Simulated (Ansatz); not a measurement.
## Run report: Zn3Se, geometry relaxation (part 2 of 2)

The same run, continued: Zn3Se (8 atoms in the cell); DFT PBE, scalar-relativistic, plane waves, PAW, no spin polarisation (Ansatz 0.2.0); cutoff 420 eV, 6×6×10 k-mesh, Gaussian smearing of 0.1 eV. The structure was made by a generator, so it may or may not be a known phase.

Geometry of the input (Å; fractional positions):
```
6.9445  0.0000  0.0000
-3.4723  6.0141  0.0000
0.0000  0.0000  3.6678
Zn 0.8387  0.6774  0.2500
Zn 0.1613  0.8387  0.7500
Zn 0.3226  0.1613  0.2500
Zn 0.1613  0.3226  0.7500
Zn 0.8387  0.1613  0.2500
Zn 0.6774  0.8387  0.7500
Se 0.3333  0.6667  0.2500
Se 0.6667  0.3333  0.7500
```

```
basis re-selected at this cell: Δ(F+E_penalty+E_count) = -5.217e-4 eV, ΔP = +0.001 GPa vs the last step (what re-selecting the basis moved, of the pressure what is left beyond the Pulay correction that the steps carried, after the strain that the cell walked since its last selection, with what the two solves' SCF thresholds leave and, on support functions, any second-order correction that the steps lacked; it is no measure of the basis error at this ecutwfc). This SCF's stress stands 2.74e-2 GPa from its target on what of the cell is left free (relax.cell.stress_tol is 5.00e-2 GPa) and its largest allowed force component is 1.77e-3 eV/Å (relax.f_tol is 1.00e-2 eV/Å): within both
SCF converged after 7 iterations
Free energy (F): -30852.034662 eV
Harris-Foulkes:  -30852.034662 eV  (|F-HF|=1.06e-10)
Internal energy: -30852.025202 eV  (E = F + TS)
E sigma→0 (E₀):  -30852.029932 eV
Entropy (-TS):   -0.009460 eV (-1.183 meV/atom)
Fermi energy:    8.701810 eV
--- Per-component energies (eV) ---
  E_band       = -584.589654
  E_kinetic    = 1017.702379
  E_local      = -14619.175954  (includes V_loc(G=0)·N_el)
  E_nonlocal   = 2484.510498
  E_hartree    = 6483.561555
  E_xc         = -1028.742172
  E_vxc        = -503.729927  (∫ρ·V_xc dr)
  E_paw        = -14781.907205  (= ΣΔE_a)
  E_vpaw       = -1931.017184  (= ΣTr[D̂ρ^β])
  E_aug_tail   = -0.003407  (compensation charges beyond the density's cutoff)
  E_ewald      = -10407.970896
  E_smearing   = -0.009460  (= −TS)
  E_closure    = -0.000000  (closes the sum)
  Σ components = -30852.034662   (vs F -30852.034662, Δ=0.00e0)
--- Forces (eV/Å), atoms counted from 1 ---
  atom   1  Zn    -0.00000000    -0.00176523    -0.00000000
  atom   2  Zn     0.00152874    -0.00088262    -0.00000000
  atom   3  Zn     0.00152874     0.00088262     0.00000000
  atom   4  Zn     0.00000000     0.00176523     0.00000000
  atom   5  Zn    -0.00152874     0.00088262     0.00000000
  atom   6  Zn    -0.00152874    -0.00088262    -0.00000000
  atom   7  Se    -0.00000000     0.00000000     0.00000000
  atom   8  Se     0.00000000    -0.00000000    -0.00000000
  max |Σ_I F_I| component: 1.85e-17 eV/Å
--- Stress (GPa, compression-positive) ---
       -0.016134       0.000000      -0.000000
        0.000000      -0.016134      -0.000000
       -0.000000      -0.000000      -0.027354
  P = ⅓ Tr σ = -0.0199 GPa (-0.199 kbar)
--- Band table (eV; the first three rows and the last of 42) ---
  k-point 0: bands = ["-39.0149", "-39.0149", "-39.0149", "-39.0149", "-39.0077", "-39.0077", "-39.0077", "-39.0077", "-39.0047", "-39.0047", "-4.9236", "-4.4663", "1.2520", "1.2520", "1.2710", "1.2710", "1.2893", "1.3375", "1.3630", "1.3824", "1.4326", "1.4326", "1.5917", "1.5917", "1.6887", "1.6887", "1.7262", "1.7262", "1.7649", "1.9093", "1.9151", "1.9428", "1.9428", "1.9845", "1.9845", "2.0125", "2.0125", "2.0255", "2.0325", "2.0778", "2.0778", "2.2810", "2.3463", "3.4592", "3.4592", "3.5230", "3.5230", "7.2653", "7.8052", "7.8052", "7.9900", "9.8036", "10.8386", "11.4264", "11.4264", "11.6493", "13.7101", "14.0181", "14.0181", "14.2696", "14.2696", "15.2061", "15.2061"]
  k-point 1: bands = ["-39.0149", "-39.0149", "-39.0149", "-39.0149", "-39.0078", "-39.0078", "-39.0077", "-39.0077", "-39.0046", "-39.0046", "-4.8602", "-4.4191", "1.2926", "1.2926", "1.2980", "1.2980", "1.3004", "1.3586", "1.3881", "1.3999", "1.4158", "1.4158", "1.5390", "1.5390", "1.7095", "1.7192", "1.7192", "1.7533", "1.7533", "1.7636", "1.9282", "1.9282", "1.9366", "1.9366", "1.9956", "2.0074", "2.0244", "2.0275", "2.0275", "2.0796", "2.0796", "2.2523", "2.5436", "3.5822", "3.5822", "3.5965", "3.5965", "6.5179", "7.2028", "7.8878", "7.8878", "10.4890", "11.3205", "11.3205", "11.6889", "11.8083", "12.4972", "13.2538", "13.2538", "13.9417", "13.9417", "14.2071", "14.2071"]
  k-point 2: bands = ["-39.0149", "-39.0149", "-39.0149", "-39.0149", "-39.0078", "-39.0078", "-39.0078", "-39.0078", "-39.0043", "-39.0043", "-4.6823", "-4.2920", "1.3341", "1.3520", "1.3520", "1.3656", "1.3656", "1.4049", "1.4170", "1.4268", "1.4268", "1.4543", "1.4722", "1.4722", "1.5733", "1.7187", "1.7187", "1.7554", "1.7847", "1.7847", "1.8642", "1.8642", "1.9301", "1.9426", "1.9426", "1.9891", "2.0188", "2.0188", "2.0210", "2.0790", "2.0790", "2.1786", "2.9538", "3.8288", "3.8288", "3.9292", "3.9292", "5.2372", "6.0234", "8.0783", "8.0783", "10.5528", "10.5528", "10.6304", "11.4540", "12.2752", "12.3489", "12.3489", "12.4295", "12.4295", "13.3508", "14.4834", "14.4834"]
  k-point 41: bands = ["-39.0149", "-39.0149", "-39.0149", "-39.0149", "-39.0080", "-39.0080", "-39.0080", "-39.0080", "-39.0034", "-39.0034", "-4.0061", "-4.0061", "1.3260", "1.3260", "1.4258", "1.4258", "1.4333", "1.4333", "1.4957", "1.4957", "1.5448", "1.5448", "1.5529", "1.5529", "1.5820", "1.5820", "1.7590", "1.7590", "1.7658", "1.7658", "1.8208", "1.8208", "1.8475", "1.8475", "1.9193", "1.9193", "1.9636", "1.9636", "1.9747", "1.9747", "2.1165", "2.1165", "3.2628", "3.2628", "3.9769", "3.9769", "5.7382", "5.7382", "6.7177", "6.7177", "7.6972", "7.6972", "9.8786", "9.8786", "10.6941", "10.6941", "10.8371", "10.8371", "11.5989", "11.5989", "13.4708", "13.4708", "13.5300"]
--- Relaxed structure (4 steps of the walk, 3 accepted, 1 SCFs on fresh bases) ---
  F+E_penalty+E_count = -30852.03466171 eV   max|allowed force component| = 1.765e-3 eV/Å   (the final SCF, on the basis selected at the relaxed cell)
  cell:  # Å, volume = 154.4065 Å³
    - [7.040450359260316, -2.9266301752899655e-11, 0.0]
    - [-3.5202251796048123, 6.097208865217343, 0.0]
    - [0.0, 0.0, 3.5969482506841697]
  atoms:
    - { symbol: Zn, position: [0.8372490548067435, 0.6744981096134874, 0.25000000000000006] }
    - { symbol: Zn, position: [0.16275094519325622, 0.8372490548067437, 0.7500000000000001] }
    - { symbol: Zn, position: [0.32550189038651234, 0.1627509451932562, 0.25000000000000006] }
    - { symbol: Zn, position: [0.1627509451932562, 0.3255018903865124, 0.7500000000000001] }
    - { symbol: Zn, position: [0.8372490548067437, 0.16275094519325622, 0.25000000000000006] }
    - { symbol: Zn, position: [0.6744981096134877, 0.8372490548067439, 0.7500000000000001] }
    - { symbol: Se, position: [0.33333333333333326, 0.6666666666666666, 0.25000000000000006] }
    - { symbol: Se, position: [0.6666666666666665, 0.33333333333333326, 0.7500000000000001] }
```

Trajectory as extended XYZ (Å, eV, eV/Å), 5 frames, from step=1 to step=5
```
8
Lattice="6.9445 0.0000 0.0000 -3.4723 6.0141 0.0000 0.0000 0.0000 3.6678" Properties=species:S:1:pos:R:3:forces:R:3 step=1 energy=-30852.01998 pressure_GPa=0.00
Zn    3.4723    4.0743    0.9170    0.0000  -0.0192   0.0000
Zn   -1.7923    5.0442    2.7509    0.0166  -0.0096   0.0000
Zn    1.6800    0.9699    0.9170    0.0166   0.0096   0.0000
Zn    0.0000    1.9399    2.7509    0.0000   0.0192   0.0000
Zn    5.2646    0.9699    0.9170   -0.0166   0.0096   0.0000
Zn    1.7923    5.0442    2.7509   -0.0166  -0.0096   0.0000
Se    0.0000    4.0094    0.9170    0.0000   0.0000   0.0000
Se    3.4723    2.0047    2.7509    0.0000   0.0000   0.0000
8
Lattice="7.0189 0.0000 0.0000 -3.5095 6.0786 0.0000 0.0000 0.0000 3.6149" Properties=species:S:1:pos:R:3:forces:R:3 step=2 energy=-30852.03166 pressure_GPa=-0.11
Zn    3.5095    4.1133    0.9037    0.0000  -0.0488   0.0000
Zn   -1.8075    5.0959    2.7112    0.0422  -0.0244   0.0000
Zn    1.7020    0.9827    0.9037    0.0422   0.0244   0.0000
Zn    0.0000    1.9653    2.7112    0.0000   0.0488   0.0000
Zn    5.3169    0.9827    0.9037   -0.0422   0.0244   0.0000
Zn    1.8075    5.0959    2.7112   -0.0422  -0.0244   0.0000
Se    0.0000    4.0524    0.9037    0.0000   0.0000   0.0000
Se    3.5095    2.0262    2.7112    0.0000   0.0000   0.0000
8
Lattice="7.0405 0.0000 0.0000 -3.5203 6.0973 0.0000 0.0000 0.0000 3.5664" Properties=species:S:1:pos:R:3:forces:R:3 step=3 energy=-30852.02927 pressure_GPa=0.60 accepted=F
Zn    3.5203    4.0997    0.8916    0.0000   0.0550   0.0000
Zn   -1.7903    5.0985    2.6748   -0.0476   0.0275   0.0000
Zn    1.7300    0.9988    0.8916   -0.0476  -0.0275   0.0000
Zn    0.0000    1.9976    2.6748    0.0000  -0.0550   0.0000
Zn    5.3106    0.9988    0.8916    0.0476  -0.0275   0.0000
Zn    1.7903    5.0985    2.6748    0.0476   0.0275   0.0000
Se    0.0000    4.0649    0.8916    0.0000   0.0000   0.0000
Se    3.5203    2.0324    2.6748    0.0000   0.0000   0.0000
8
Lattice="7.0404 0.0000 0.0000 -3.5202 6.0972 0.0000 0.0000 0.0000 3.5969" Properties=species:S:1:pos:R:3:forces:R:3 step=4 energy=-30852.03414 pressure_GPa=-0.02
Zn    3.5202    4.1126    0.8992    0.0000  -0.0017   0.0000
Zn   -1.8015    5.1049    2.6977    0.0015  -0.0009   0.0000
Zn    1.7188    0.9923    0.8992    0.0015   0.0009   0.0000
Zn    0.0000    1.9847    2.6977    0.0000   0.0017   0.0000
Zn    5.3217    0.9923    0.8992   -0.0015   0.0009   0.0000
Zn    1.8015    5.1049    2.6977   -0.0015  -0.0009   0.0000
Se    0.0000    4.0648    0.8992    0.0000   0.0000   0.0000
Se    3.5202    2.0324    2.6977    0.0000   0.0000   0.0000
8
Lattice="7.0404 0.0000 0.0000 -3.5202 6.0972 0.0000 0.0000 0.0000 3.5969" Properties=species:S:1:pos:R:3:forces:R:3 step=5 energy=-30852.03466 pressure_GPa=-0.02
Zn    3.5202    4.1126    0.8992    0.0000  -0.0018   0.0000
Zn   -1.8015    5.1049    2.6977    0.0015  -0.0009   0.0000
Zn    1.7188    0.9923    0.8992    0.0015   0.0009   0.0000
Zn    0.0000    1.9847    2.6977    0.0000   0.0018   0.0000
Zn    5.3217    0.9923    0.8992   -0.0015   0.0009   0.0000
Zn    1.8015    5.1049    2.6977   -0.0015  -0.0009   0.0000
Se    0.0000    4.0648    0.8992    0.0000   0.0000   0.0000
Se    3.5202    2.0324    2.6977    0.0000   0.0000   0.0000
```

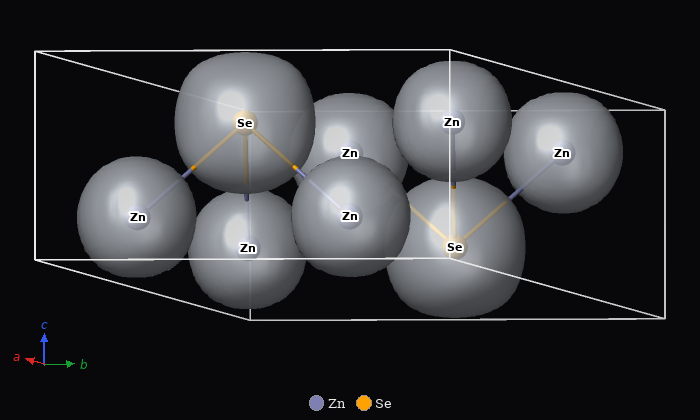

Fig. 1: Isosurface of the valence electron density at 0.3 e/Å³ (grey), seen at an oblique angle. Sticks mark near contacts. The outline is the cell set on symmetry axes. At this value the density breaks into separate islands; it holds about 85 % of the electrons treated as valence. It is pinched off along the Zn–Se (2.75 Å) contacts. On the grid the lowest density along these lines, outside the cores, is 0.24 e/Å³ (Zn–Se, 2.75 Å). The fields are those of the smooth PAW valence density.

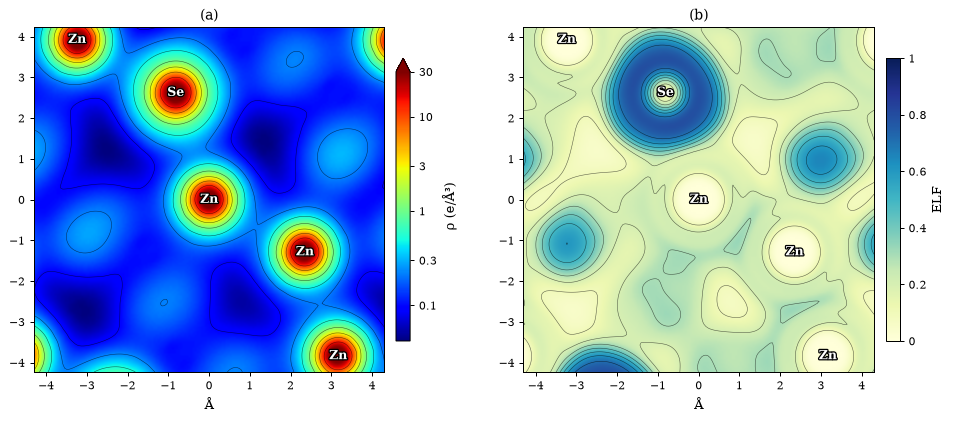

Fig. 2: (a) valence pseudo-density; (b) ELF on the (111) plane of the conventional cell. Zn–Se (2.75 Å): the density is about 0.27 e/Å³ at the midpoint; the ELF peaks at about 0.80 in the valence shell of Se, 0.8 Å from its nucleus, and drops to about 0.15 between the two atoms (a polar contact without a shared pair, in a metal). Away from the nuclei the density in this plane falls to 0.04 e/Å³ at its lowest.

Summary

- outcome: converged
- space group (tolerance 0.01 Å): P6₃/mmc (194)
- electrons treated: 104
- free energy: −30852.0347 eV
- Fermi energy: 8.702 eV
- gap on the k-point mesh: none (metallic)
- pressure: −0.02 GPa
- final volume: 154.41 Å³
- largest force (length of the vector) at the end: 0.002 eV/Å
- final cell: a = 7.040 Å, b = 7.040 Å, c = 3.597 Å, α = 90.00°, β = 90.00°, γ = 120.00°
- hardware: 1 thread of Arm Neoverse V2, 64 GiB of memory available, shared host
- wall time: 3.3 min
- peak memory: 0.61 GiB
